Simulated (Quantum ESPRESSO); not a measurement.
# Band-structure run of Ti (part 2 of 2)

Ti (Im-3m, 1 atom in the cell); Kohn-Sham DFT of a periodic cell, PBEsol, GBRV 1.5 PBEsol, no spin polarisation (Quantum ESPRESSO 7.5); cutoff 612.26 eV, 11×11×11 k-mesh, fermi-dirac of 0.05 eV. The structure derives from an entry of the Crystallography Open Database.

Geometry of the input (Å; fractional positions):
```
-1.6410  1.6410  1.6410
1.6410  -1.6410  1.6410
1.6410  1.6410  -1.6410
Ti 0.0000  0.0000  0.0000
```

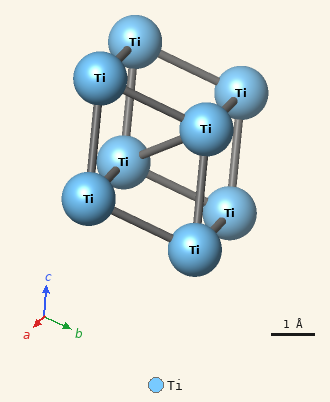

**Figure 1.** The structure as given in the input (ball-and-stick view of the cell of the calculation, seen slightly off an axis). An atom can appear more than once, as a periodic image.

The program's output, continued
```
   -43.5432 -19.5236 -19.5236 -19.5236   6.8468  13.7284  13.7284  13.7284
    15.4692  15.4692  30.0512  30.0512

          k = 0.0787 0.0787 0.0000 (   613 PWs)   bands (ev):

   -43.5333 -19.5771 -19.5401 -19.5239   7.1235  13.6039  13.6879  13.9297
    15.3332  15.4773  29.5777  29.9861

          k = 0.1575 0.1575 0.0000 (   609 PWs)   bands (ev):

   -43.5067 -19.7187 -19.5843 -19.5247   7.9001  13.2868  13.4731  14.5025
    15.1596  15.5131  28.0565  29.3279

          k = 0.2362 0.2362 0.0000 (   609 PWs)   bands (ev):

   -43.4716 -19.9003 -19.6416 -19.5258   8.9848  12.9028  13.1301  15.2158
    15.3443  15.5924  25.7219  28.0293

          k = 0.3149 0.3149 0.0000 (   606 PWs)   bands (ev):

   -43.4392 -20.0635 -19.6937 -19.5269   9.9332  12.5760  13.1545  15.3778
    15.7019  16.2504  23.3020  26.8214

          k = 0.3936 0.3936 0.0000 (   608 PWs)   bands (ev):

   -43.4198 -20.1590 -19.7245 -19.5275  10.3044  12.3920  13.7079  15.4517
    15.7862  16.8803  21.6150  26.1284

          k = 0.1575 0.0787 0.0787 (   609 PWs)   bands (ev):

   -43.5150 -19.6744 -19.5585 -19.5367   7.6523  13.4315  13.4900  14.3451
    15.1379  15.5351  28.7508  29.4495

          k = 0.2362 0.1575 0.0787 (   615 PWs)   bands (ev):

   -43.4842 -19.8282 -19.6118 -19.5427   8.6033  13.0752  13.1669  15.0365
    15.1030  15.6383  26.9904  28.1901

          k = 0.3149 0.2362 0.0787 (   608 PWs)   bands (ev):

   -43.4504 -19.9895 -19.6761 -19.5452   9.6894  12.7071  12.9194  15.1911
    15.7351  16.0302  24.5305  26.9917

          k = 0.3936 0.3149 0.0787 (   610 PWs)   bands (ev):

   -43.4245 -20.1098 -19.7258 -19.5467  10.3661  12.4669  13.1684  15.3721
    15.8461  16.8970  22.3162  26.1094

          k = 0.4724 0.3936 0.0787 (   608 PWs)   bands (ev):

   -43.4148 -20.1542 -19.7443 -19.5472  10.5085  12.3818  13.5115  15.4101
    15.9389  17.2952  21.3244  25.7815

          k = 0.3149 0.1575 0.1575 (   612 PWs)   bands (ev):

   -43.4546 -19.9500 -19.6665 -19.5674   9.6152  12.6839  12.8923  15.0375
    15.7615  16.0313  25.8503  26.0582

          k = 0.3936 0.2362 0.1575 (   610 PWs)   bands (ev):

   -43.4273 -20.0464 -19.7422 -19.5780  10.5698  12.3833  12.7692  15.2114
    15.8501  17.0988  23.4769  24.9836

          k = 0.4724 0.3149 0.1575 (   606 PWs)   bands (ev):

   -43.4110 -20.0978 -19.7948 -19.5820  10.9538  12.3631  12.8833  15.3732
    15.9380  18.0651  21.5635  24.3672

          k = 0.4724 0.2362 0.2362 (   604 PWs)   bands (ev):

   -43.4096 -20.0503 -19.8394 -19.5962  11.3423  12.1283  12.6469  15.3867
    15.8558  18.4449  22.6237  22.6656

          k = 0.5511 0.3149 0.2362 (   601 PWs)   bands (ev):

   -43.4030 -20.0286 -19.9005 -19.6012  11.5887  12.2410  12.4483  15.5365
    15.8246  19.5716  21.1185  22.3067

          k = 0.1575 0.1575 0.1575 (   616 PWs)   bands (ev):

   -43.4919 -19.8058 -19.5627 -19.5627   8.3883  13.0929  13.0929  15.0837
    15.3759  15.3759  27.9050  27.9050

          k = 0.2362 0.2362 0.1575 (   611 PWs)   bands (ev):

   -43.4615 -19.9423 -19.6301 -19.5683   9.4477  12.7051  12.7370  15.3613
    15.5771  16.0273  25.8163  26.8446

          k = 0.3149 0.3149 0.1575 (   613 PWs)   bands (ev):

   -43.4335 -20.0515 -19.7062 -19.5734  10.4159  12.4155  12.6882  15.4676
    15.7227  17.0357  23.3736  25.9074

          k = 0.3936 0.3936 0.1575 (   609 PWs)   bands (ev):

   -43.4167 -20.1112 -19.7557 -19.5765  10.7701  12.2631  13.1441  15.5516
    15.8045  17.8351  21.5501  25.3637

          k =-0.0000-0.0000 0.1575 (   607 PWs)   bands (ev):

   -43.5236 -19.5951 -19.5569 -19.5569   7.3934  13.6878  13.6878  13.9319
    15.0024  15.6362  29.0830  30.4095

          k = 0.3149 0.2362 0.2362 (   610 PWs)   bands (ev):

   -43.4368 -20.0217 -19.6840 -19.6068  10.4929  12.3512  12.4662  15.4744
    15.7139  17.1214  24.7222  24.8756

          k = 0.3936 0.3149 0.2362 (   606 PWs)   bands (ev):

   -43.4179 -20.0524 -19.7690 -19.6221  11.2050  12.1986  12.5213  15.5868
    15.8097  18.2544  22.4456  24.0152

          k = 0.4724 0.3936 0.2362 (   604 PWs)   bands (ev):

   -43.4108 -20.0539 -19.8120 -19.6263  11.3101  12.1647  12.7776  15.6458
    15.8371  18.9923  21.1901  23.7070

          k = 0.0000-0.0787 0.2362 (   609 PWs)   bands (ev):

   -43.4976 -19.7208 -19.6017 -19.5662   8.1499  13.4541  13.5365  14.4447
    14.6606  15.7640  28.0804  29.4130

          k = 0.4724 0.3149 0.3149 (   606 PWs)   bands (ev):

   -43.4086 -19.9940 -19.8695 -19.6474  11.6958  12.1597  12.4141  15.7052
    15.8167  19.6994  21.6758  22.0010

          k =-0.0000-0.1575 0.3149 (   610 PWs)   bands (ev):

   -43.4634 -19.8946 -19.6598 -19.5658   9.2065  13.0977  13.1035  14.7605
    15.2886  15.8663  25.8822  28.0023

          k = 0.0787-0.0787 0.3149 (   606 PWs)   bands (ev):

   -43.4682 -19.8384 -19.6532 -19.5952   9.0397  13.1736  13.3747  14.4470
    15.0316  15.9291  27.1309  27.5961

          k =-0.0000-0.2362 0.3936 (   606 PWs)   bands (ev):

   -43.4317 -20.0517 -19.7128 -19.5647  10.1430  12.7888  12.9129  15.0610
    16.0267  16.2068  23.4054  26.9667

          k = 0.0787-0.1575 0.3936 (   603 PWs)   bands (ev):

   -43.4360 -19.9779 -19.7197 -19.6013  10.0631  12.6649  13.1554  14.6872
    15.7929  16.2301  24.8010  26.3439

          k =-0.0000-0.3149 0.4724 (   607 PWs)   bands (ev):

   -43.4128 -20.1437 -19.7440 -19.5640  10.5149  12.6138  13.1831  15.1627
    16.4091  16.8498  21.6109  26.3811

          k = 0.0787-0.2362 0.4724 (   609 PWs)   bands (ev):

   -43.4113 -20.0848 -19.7724 -19.6014  10.7421  12.5308  12.9397  14.9623
    16.1665  17.1468  22.4436  25.5315

          k = 0.1575-0.1575 0.4724 (   606 PWs)   bands (ev):

   -43.4108 -20.0390 -19.8064 -19.6162  10.9341  12.2009  13.0670  14.9102
    15.9227  17.3507  23.7533  23.9208

          k =-0.7873-0.3149-0.3149 (   601 PWs)   bands (ev):

   -43.4021 -20.1244 -19.7921 -19.6010  10.8864  12.7433  12.7508  15.0003
    16.4341  17.7566  21.2658  25.1954

          k =-0.7086-0.2362-0.3149 (   601 PWs)   bands (ev):

   -43.3957 -20.0630 -19.8752 -19.6195  11.4166  12.1762  12.7280  15.1953
    16.0417  18.7274  21.6629  23.1767

          k =-0.6298-0.2362-0.2362 (   607 PWs)   bands (ev):

   -43.3899 -19.9857 -19.9857 -19.6234  12.0226  12.0226  12.2476  15.6845
    15.6845  20.6060  20.6060  21.7507

          k = 0.3149 0.3149 0.3149 (   610 PWs)   bands (ev):

   -43.4204 -20.0321 -19.7000 -19.7000  11.4525  12.1656  12.1656  15.7291
    15.7291  18.3317  23.8986  24.0530

          k = 0.3936 0.3936 0.3149 (   605 PWs)   bands (ev):

   -43.4107 -19.9919 -19.8025 -19.7096  11.7827  12.0895  12.3803  15.7730
    15.8347  19.5952  21.7599  23.4397

          k = 0.0000 0.0000 0.3149 (   603 PWs)   bands (ev):

   -43.4733 -19.7545 -19.6482 -19.6482   8.8417  13.7404  13.7404  13.8378
    14.4976  15.9856  28.0023  29.5462

          k = 0.4724 0.3936 0.3936 (   610 PWs)   bands (ev):

   -43.4081 -19.8874 -19.8874 -19.7522  11.9754  12.2169  12.2169  15.8407
    15.8407  21.1821  21.1821  21.7521

          k =-0.0000-0.0787 0.3936 (   604 PWs)   bands (ev):

   -43.4412 -19.8828 -19.7086 -19.6684   9.7889  12.9801  13.6252  14.1665
    15.1779  16.1550  26.3722  27.8619

          k =-0.0000-0.1575 0.4724 (   607 PWs)   bands (ev):

   -43.4116 -20.0202 -19.7635 -19.6647  10.6398  12.4208  13.3971  14.5731
    16.0964  16.5771  23.7303  27.0179

          k = 0.0787-0.0787 0.4724 (   606 PWs)   bands (ev):

   -43.4117 -19.9674 -19.7812 -19.6965  10.6088  12.3724  13.6967  14.4198
    15.7302  16.5878  25.2619  25.4205

          k =-0.0000-0.2362 0.5511 (   611 PWs)   bands (ev):

   -43.3939 -20.1024 -19.7959 -19.6607  10.9955  12.3297  13.2555  14.6466
    16.7689  17.5213  21.6253  26.1401

          k = 0.0787-0.1575 0.5511 (   606 PWs)   bands (ev):

   -43.3891 -20.0442 -19.8436 -19.6969  11.1926  11.9637  13.4800  14.7962
    16.2288  17.7511  22.7410  24.4277

          k =-0.7873-0.2362-0.2362 (   602 PWs)   bands (ev):

   -43.3806 -20.0741 -19.8669 -19.6953  11.3162  11.9462  13.3316  14.8831
    16.5336  18.8326  21.1838  24.0174

          k =-0.7086-0.1575-0.2362 (   602 PWs)   bands (ev):

   -43.3757 -20.0263 -19.9387 -19.7001  11.6072  11.6702  13.1702  15.4519
    16.0892  19.5372  21.8661  22.1440

          k =-0.0000-0.0000 0.4724 (   611 PWs)   bands (ev):

   -43.4121 -19.8958 -19.7718 -19.7718  10.4868  12.4850  14.1866  14.1866
    15.2863  16.4370  26.6927  26.6927

          k =-0.0000-0.0787 0.5511 (   604 PWs)   bands (ev):

   -43.3851 -19.9807 -19.8293 -19.7915  11.0164  11.8884  14.2945  14.5724
    15.9842  17.1384  24.1502  25.2497

          k =-0.0000-0.1575 0.6298 (   613 PWs)   bands (ev):

   -43.3691 -20.0480 -19.8633 -19.7853  11.2364  11.5907  14.2424  14.6976
    16.6648  18.5904  21.7096  24.2937

          k = 0.0787-0.0787 0.6298 (   613 PWs)   bands (ev):

   -43.3648 -20.0083 -19.9027 -19.8081  11.2085  11.4540  14.3281  15.2422
    16.2980  18.4559  23.0319  23.0692

          k =-0.7873-0.1575-0.1575 (   615 PWs)   bands (ev):

   -43.3572 -20.0189 -19.9377 -19.8059  11.2417  11.3129  14.2593  15.5613
    16.4684  20.0206  21.1342  22.5530

          k =-0.0000-0.0000 0.6298 (   614 PWs)   bands (ev):

   -43.3607 -19.9608 -19.8892 -19.8892  11.0556  11.3828  15.1585  15.1585
    16.0662  17.9615  23.6664  23.6664

          k =-0.0000-0.0787 0.7086 (   621 PWs)   bands (ev):

   -43.3462 -19.9977 -19.9244 -19.8975  11.0033  11.0671  15.4172  15.5541
    16.5730  19.4877  21.7680  22.5877

          k =-0.7873-0.0787-0.0787 (   619 PWs)   bands (ev):

   -43.3392 -19.9764 -19.9764 -19.9039  10.9154  10.9154  15.5009  16.3939
    16.3939  20.9703  20.9703  21.3798

          k =-0.0000-0.0000 0.7873 (   606 PWs)   bands (ev):

   -43.3325 -19.9704 -19.9605 -19.9605  10.7690  10.7804  16.3638  16.3638
    16.5583  20.4032  21.3536  21.3536

     the Fermi energy is    12.7448 ev

!    total energy              =    -119.13637200 Ry
     estimated scf accuracy    <          7.2E-11 Ry
     smearing contrib. (-TS)   =      -0.00165563 Ry
     internal energy E=F+TS    =    -119.13471637 Ry

     The total energy is F=E-TS. E is the sum of the following terms:
     one-electron contribution =     -41.23100743 Ry
     hartree contribution      =      24.44571491 Ry
     xc contribution           =     -17.85365464 Ry
     ewald contribution        =     -84.49576921 Ry

     convergence has been achieved in   8 iterations

     negative rho (up, down):  4.040E-04 0.000E+00

     Forces acting on atoms (cartesian axes, Ry/au):

     atom    1 type  1   force =     0.00000000    0.00000000    0.00000000

     Total force =     0.000000     Total SCF correction =     0.000000

     Computing stress (Cartesian axis) and pressure

     negative rho (up, down):  4.040E-04 0.000E+00
          total   stress  (Ry/bohr**3)                   (kbar)     P=      -67.94
  -0.00046181   0.00000000   0.00000000          -67.94        0.00        0.00
   0.00000000  -0.00046181   0.00000000            0.00      -67.94        0.00
   0.00000000   0.00000000  -0.00046181            0.00        0.00      -67.94

=------------------------------------------------------------------------------=
   JOB DONE.
=------------------------------------------------------------------------------=
```

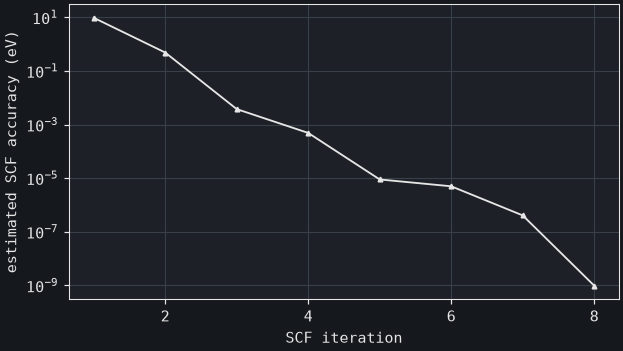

**Figure 2.** Convergence of the self-consistent field: estimated SCF accuracy against the iteration. The field takes 8 iterations in all.

Summary

| quantity | value |
| --- | --- |
| outcome | converged |
| space group (tolerance 0.01 Å) | Im-3m (229) |
| electrons treated | 12 |
| free energy | −1620.9329 eV |
| Fermi energy | 12.745 eV |
| gap on the k-point mesh | none (metallic) |
| pressure | −6.79 GPa |
| largest force (length of the vector) | under 0.001 eV/Å |
| wall time | 8.2 s |
| peak memory | 0.09 GiB |

Remarks

Notes on the run: negative rho. The cell is under a tension of 6.8 GPa at this level, so it is not at its equilibrium volume.
